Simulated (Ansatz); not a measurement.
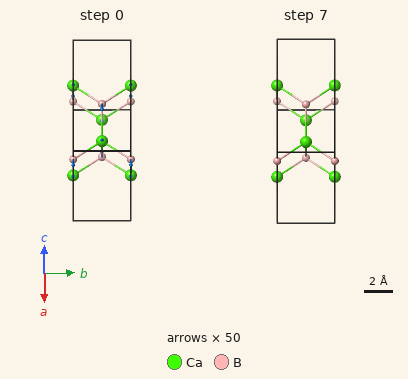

The structure of crystalline CaB (a generated structure, set up in C2/m) before (left) and after (right) a relaxation, at one scale. The blue arrows give the displacements (the part carried along by the change of the cell is left out), magnified 50 times.

The picture is a ball-and-stick view of the conventional cell (2 times the calculation's cell), seen from a free direction. Lengths and directions refer to the drawn axes.

These are results of DFT PBE, scalar-relativistic, plane waves, PAW (Ansatz), not measurements. Settings: plane-wave cutoff 420 eV; k-point mesh 10 × 10 × 8; occupations gaussian; smearing width 0.01 eV; no spin polarisation; cell and atoms relaxed; force threshold 0.01 eV/Å; at most 80 steps.

Summarise the run.

Over 5 accepted moves (7 points after the start) the energy falls by 0.6 meV per atom. Largest force component: 0.13 eV/Å at the start, 0.00029 eV/Å at the end. Pressure: −0.09 GPa at the start and 0.00 GPa at the end. The line search rejected the trial step at point 1 of the run. At 1 point the geometry stayed and the basis and grid were re-selected for the new cell (energy shift of less than 0.05 meV per atom at most each time). The largest moves relative to the cell, 0.022 Å, are those of B atoms. By element the largest moves are B 0.022 Å, Ca 0.007 Å. The drawn cell changes as follows: a 8.748 → 8.908 Å (+1.8 %), b 4.267 → 4.262 Å (−0.1 %), c 6.031 → 6.045 Å (+0.2 %), β 128.5° → 129.7°; the volume changes by +0.1 %. Near-neighbour distances that change, for instance: B–Ca 2.925 → 2.886 Å, B–Ca 2.778 → 2.814 Å, B–Ca 2.754 → 2.777 Å, B–Ca 2.894 → 2.872 Å. The space group stays C2/m (No. 12).
